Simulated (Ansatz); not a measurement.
**C: geometry relaxation (part 3 of 3)**

Continued. System: C (slab, 8 atoms in the cell). Method: DFT PBEsol, scalar-relativistic, plane waves, PAW, no spin polarisation (Ansatz 0.2.0); cutoff 420 eV, 12×12×1 k-mesh, Gaussian smearing of 0.05 eV. The structure derives from an entry of the Crystallography Open Database. The input holds or restrains some coordinates. Forces given for the steps count only the free coordinates. It belongs to a series of runs on one base structure; here: clean slab, lower half held.

Geometry of the input (Å; fractional positions):
```
2.4988  0.0000  0.0000
-1.2494  2.1640  0.0000
0.0000  0.0000  23.7639
C  0.3333  0.6667  0.3577
C  0.6667  0.3333  0.3797
C  0.6667  0.3333  0.4452
C  0.3333  0.6667  0.4672
C  0.3333  0.6667  0.5328
C  0.6667  0.3333  0.5548
C  0.6667  0.3333  0.6203
C  0.3333  0.6667  0.6423
```

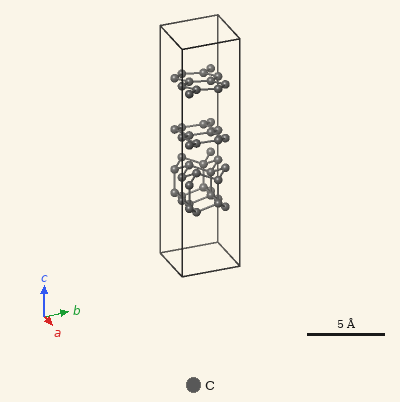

The geometry at step 14 of the log (ball-and-stick view of the 3 × 2 repeat of the cell, with the vacuum cut short, seen slightly off an axis).

Output, continued
```
  k-point 18: bands = ["-12.3043", "-11.3276", "-11.1270", "-11.1254", "-11.0955", "-11.0953", "-9.0288", "-9.0004", "-8.9211", "-8.8919", "-8.4222", "-6.1949", "-4.0309", "-0.0438", "1.1564", "1.2270", "1.4548", "1.4665", "2.7669", "7.3177", "10.5476", "10.8681", "11.8268", "13.4081"]
--- Relaxed structure (24 steps of the walk, 24 accepted, 0 SCFs on fresh bases) ---
  F+E_penalty+E_count = -1969.08831666 eV   max|allowed force component| = 5.478e-3 eV/Å
  atoms:
    - { symbol: C, position: [0.33333333333333326, 0.6666666666666666, 0.3576858743] }
    - { symbol: C, position: [0.6666666666666667, 0.3333333333333333, 0.37967786480000004] }
    - { symbol: C, position: [0.6666666666666667, 0.3333333333333333, 0.4452312946] }
    - { symbol: C, position: [0.33333333333333326, 0.6666666666666666, 0.4672232851] }
    - { symbol: C, position: [0.33333333333333326, 0.6666666666666666, 0.5852097371515478] }
    - { symbol: C, position: [0.6666666666666667, 0.3333333333333333, 0.5858441122711546] }
    - { symbol: C, position: [0.6666666666666667, 0.3333333333333333, 0.7464953988965066] }
    - { symbol: C, position: [0.3333333333333333, 0.6666666666666666, 0.7464991410251188] }
```

Trajectory as extended XYZ (Å, eV, eV/Å), 12 of the 24 frames kept, from step=1 to step=24
```
8
Lattice="2.4988 0.0000 0.0000 -1.2494 2.1640 0.0000 0.0000 0.0000 23.7639" Properties=species:S:1:pos:R:3:forces:R:3 step=1 energy=-1967.95691
C     0.0000    1.4427    8.5000    0.0000   0.0000   3.5607
C     1.2494    0.7213    9.0226    0.0000   0.0000  -4.5381
C     1.2494    0.7213   10.5804    0.0000   0.0000   1.3474
C     0.0000    1.4427   11.1030    0.0000   0.0000  -0.6871
C     0.0000    1.4427   12.6608    0.0000   0.0000   0.6871
C     1.2494    0.7213   13.1835    0.0000   0.0000  -1.3477
C     1.2494    0.7213   14.7413    0.0000   0.0000   4.5392
C     0.0000    1.4427   15.2639    0.0000   0.0000  -3.5623
8
Lattice="2.4988 0.0000 0.0000 -1.2494 2.1640 0.0000 0.0000 0.0000 23.7639" Properties=species:S:1:pos:R:3:forces:R:3 step=3 energy=-1968.50775
C     0.0000    1.4427    8.5000    0.0000   0.0000   3.3829
C     1.2494    0.7213    9.0226    0.0000   0.0000  -4.3375
C     1.2494    0.7213   10.5804    0.0000   0.0000   1.2965
C     0.0000    1.4427   11.1030    0.0000   0.0000  -0.9702
C     0.0000    1.4427   12.6644    0.0000   0.0000   1.4518
C     1.2494    0.7213   13.1587    0.0000   0.0000  -0.8137
C     1.2494    0.7213   14.9640    0.0000   0.0000   0.4432
C     0.0000    1.4427   15.2390    0.0000   0.0000  -0.4569
8
Lattice="2.4988 0.0000 0.0000 -1.2494 2.1640 0.0000 0.0000 0.0000 23.7639" Properties=species:S:1:pos:R:3:forces:R:3 step=5 energy=-1968.61757
C     0.0000    1.4427    8.5000    0.0000   0.0000   3.3978
C     1.2494    0.7213    9.0226    0.0000   0.0000  -4.5226
C     1.2494    0.7213   10.5804    0.0000   0.0000   2.0895
C     0.0000    1.4427   11.1030    0.0000   0.0000  -0.7925
C     0.0000    1.4427   12.7537    0.0000   0.0000   0.0675
C     1.2494    0.7213   13.1704    0.0000   0.0000  -0.7823
C     1.2494    0.7213   15.1790    0.0000   0.0000   0.1467
C     0.0000    1.4427   15.3320    0.0000   0.0000   0.3935
8
Lattice="2.4988 0.0000 0.0000 -1.2494 2.1640 0.0000 0.0000 0.0000 23.7639" Properties=species:S:1:pos:R:3:forces:R:3 step=7 energy=-1968.73545
C     0.0000    1.4427    8.5000    0.0000   0.0000   3.3831
C     1.2494    0.7213    9.0226    0.0000   0.0000  -4.6082
C     1.2494    0.7213   10.5804    0.0000   0.0000   2.8032
C     0.0000    1.4427   11.1030    0.0000   0.0000  -1.2611
C     0.0000    1.4427   12.8377    0.0000   0.0000  -0.3169
C     1.2494    0.7213   13.1719    0.0000   0.0000  -0.8037
C     1.2494    0.7213   15.4635    0.0000   0.0000  -0.0188
C     0.0000    1.4427   15.5080    0.0000   0.0000   0.8224
8
Lattice="2.4988 0.0000 0.0000 -1.2494 2.1640 0.0000 0.0000 0.0000 23.7639" Properties=species:S:1:pos:R:3:forces:R:3 step=9 energy=-1968.90629
C     0.0000    1.4427    8.5000    0.0000   0.0000   3.4703
C     1.2494    0.7213    9.0226    0.0000   0.0000  -4.7567
C     1.2494    0.7213   10.5804    0.0000   0.0000   3.3189
C     0.0000    1.4427   11.1030    0.0000   0.0000  -1.9446
C     0.0000    1.4427   12.9030    0.0000   0.0000  -0.2087
C     1.2494    0.7213   13.1714    0.0000   0.0000  -0.3429
C     1.2494    0.7213   15.7643    0.0000   0.0000   0.3394
C     0.0000    1.4427   15.7993    0.0000   0.0000   0.1235
8
Lattice="2.4988 0.0000 0.0000 -1.2494 2.1640 0.0000 0.0000 0.0000 23.7639" Properties=species:S:1:pos:R:3:forces:R:3 step=11 energy=-1969.00567
C     0.0000    1.4427    8.5000    0.0000   0.0000   3.5920
C     1.2494    0.7213    9.0226    0.0000   0.0000  -4.8463
C     1.2494    0.7213   10.5804    0.0000   0.0000   3.5568
C     0.0000    1.4427   11.1030    0.0000   0.0000  -2.4106
C     0.0000    1.4427   12.9449    0.0000   0.0000  -0.0284
C     1.2494    0.7213   13.1728    0.0000   0.0000   0.0175
C     1.2494    0.7213   16.1491    0.0000   0.0000   0.4141
C     0.0000    1.4427   16.1787    0.0000   0.0000  -0.2945
8
Lattice="2.4988 0.0000 0.0000 -1.2494 2.1640 0.0000 0.0000 0.0000 23.7639" Properties=species:S:1:pos:R:3:forces:R:3 step=14 energy=-1969.03625
C     0.0000    1.4427    8.5000    0.0000   0.0000   3.7422
C     1.2494    0.7213    9.0226    0.0000   0.0000  -5.0659
C     1.2494    0.7213   10.5804    0.0000   0.0000   4.2693
C     0.0000    1.4427   11.1030    0.0000   0.0000  -3.0103
C     0.0000    1.4427   13.0803    0.0000   0.0000  -0.0656
C     1.2494    0.7213   13.2456    0.0000   0.0000   0.1178
C     1.2494    0.7213   16.6653    0.0000   0.0000  -0.0052
C     0.0000    1.4427   16.6663    0.0000   0.0000   0.0177
8
Lattice="2.4988 0.0000 0.0000 -1.2494 2.1640 0.0000 0.0000 0.0000 23.7639" Properties=species:S:1:pos:R:3:forces:R:3 step=16 energy=-1969.03994
C     0.0000    1.4427    8.5000    0.0000   0.0000   3.8602
C     1.2494    0.7213    9.0226    0.0000   0.0000  -5.2490
C     1.2494    0.7213   10.5804    0.0000   0.0000   4.7422
C     0.0000    1.4427   11.1030    0.0000   0.0000  -3.3928
C     0.0000    1.4427   13.1976    0.0000   0.0000   0.0074
C     1.2494    0.7213   13.3265    0.0000   0.0000   0.0297
C     1.2494    0.7213   16.9083    0.0000   0.0000  -0.0602
C     0.0000    1.4427   16.9055    0.0000   0.0000   0.0626
8
Lattice="2.4988 0.0000 0.0000 -1.2494 2.1640 0.0000 0.0000 0.0000 23.7639" Properties=species:S:1:pos:R:3:forces:R:3 step=18 energy=-1969.05956
C     0.0000    1.4427    8.5000    0.0000   0.0000   4.0205
C     1.2494    0.7213    9.0226    0.0000   0.0000  -5.7712
C     1.2494    0.7213   10.5804    0.0000   0.0000   5.5533
C     0.0000    1.4427   11.1030    0.0000   0.0000  -3.9436
C     0.0000    1.4427   13.4338    0.0000   0.0000   0.0449
C     1.2494    0.7213   13.4991    0.0000   0.0000   0.0978
C     1.2494    0.7213   17.2973    0.0000   0.0000  -0.1843
C     0.0000    1.4427   17.2868    0.0000   0.0000   0.1825
8
Lattice="2.4988 0.0000 0.0000 -1.2494 2.1640 0.0000 0.0000 0.0000 23.7639" Properties=species:S:1:pos:R:3:forces:R:3 step=20 energy=-1969.08200
C     0.0000    1.4427    8.5000    0.0000   0.0000   4.2045
C     1.2494    0.7213    9.0226    0.0000   0.0000  -5.8667
C     1.2494    0.7213   10.5804    0.0000   0.0000   5.7389
C     0.0000    1.4427   11.1030    0.0000   0.0000  -4.1286
C     0.0000    1.4427   13.6659    0.0000   0.0000   0.0993
C     1.2494    0.7213   13.7043    0.0000   0.0000  -0.0492
C     1.2494    0.7213   17.4932    0.0000   0.0000  -0.0080
C     0.0000    1.4427   17.4930    0.0000   0.0000   0.0076
8
Lattice="2.4988 0.0000 0.0000 -1.2494 2.1640 0.0000 0.0000 0.0000 23.7639" Properties=species:S:1:pos:R:3:forces:R:3 step=22 energy=-1969.08792
C     0.0000    1.4427    8.5000    0.0000   0.0000   4.3019
C     1.2494    0.7213    9.0226    0.0000   0.0000  -5.8779
C     1.2494    0.7213   10.5804    0.0000   0.0000   5.7750
C     0.0000    1.4427   11.1030    0.0000   0.0000  -4.2054
C     0.0000    1.4427   13.8691    0.0000   0.0000  -0.0072
C     1.2494    0.7213   13.8860    0.0000   0.0000   0.0080
C     1.2494    0.7213   17.6368    0.0000   0.0000  -0.0420
C     0.0000    1.4427   17.6343    0.0000   0.0000   0.0482
8
Lattice="2.4988 0.0000 0.0000 -1.2494 2.1640 0.0000 0.0000 0.0000 23.7639" Properties=species:S:1:pos:R:3:forces:R:3 step=24 energy=-1969.08832
C     0.0000    1.4427    8.5000    0.0000   0.0000   4.3102
C     1.2494    0.7213    9.0226    0.0000   0.0000  -5.8791
C     1.2494    0.7213   10.5804    0.0000   0.0000   5.7787
C     0.0000    1.4427   11.1030    0.0000   0.0000  -4.2103
C     0.0000    1.4427   13.9068    0.0000   0.0000  -0.0055
C     1.2494    0.7213   13.9219    0.0000   0.0000   0.0050
C     1.2494    0.7213   17.7396    0.0000   0.0000  -0.0009
C     0.0000    1.4427   17.7397    0.0000   0.0000   0.0019
```

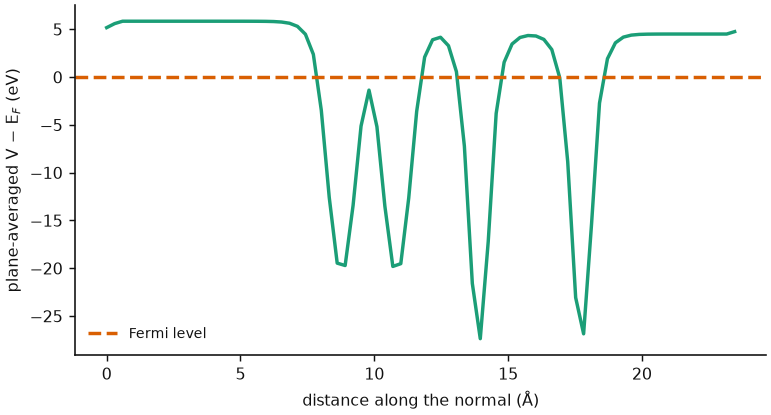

Plane average of the electrostatic potential energy of an electron across the cell, from the Fermi level. The vacuum level lies 4.50 eV above the Fermi level on the upper side and 5.84 eV on the lower.

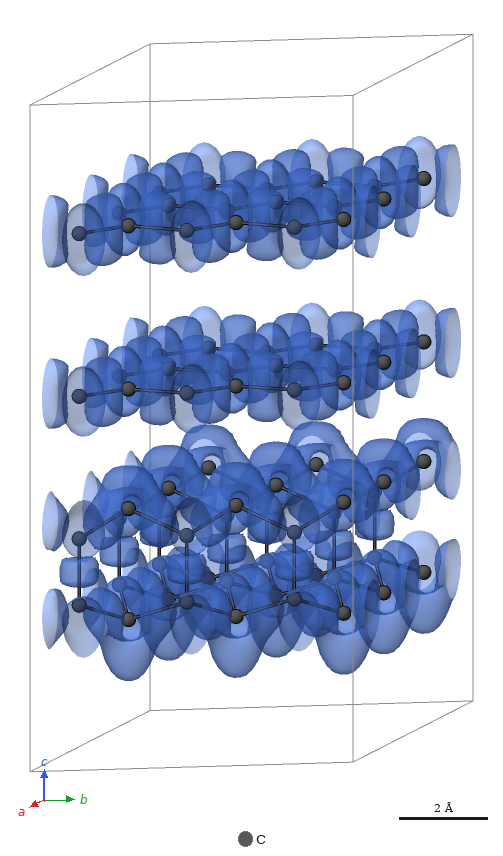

Isosurface of the electron localisation function at 0.7 (blue), seen slightly off an axis. Only the valence region is drawn (cores and ρ < 0.01 e/Å³ removed). Sticks mark near contacts. Values along the shortest contacts: The fields are those of the smooth PAW valence density.

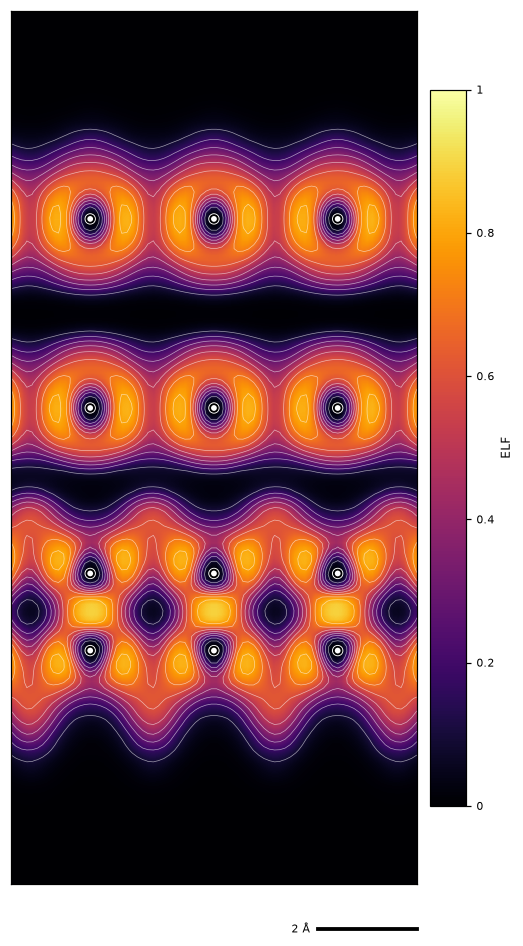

Electron localisation function on the (100) plane of the calculation cell, a cut from vacuum to vacuum. Circles mark the nuclei in the plane (C). Atoms in the plane: C. C–C (1.56 Å): the ELF peaks at about 0.90 between the atoms, which marks localised, shared-pair bonding.
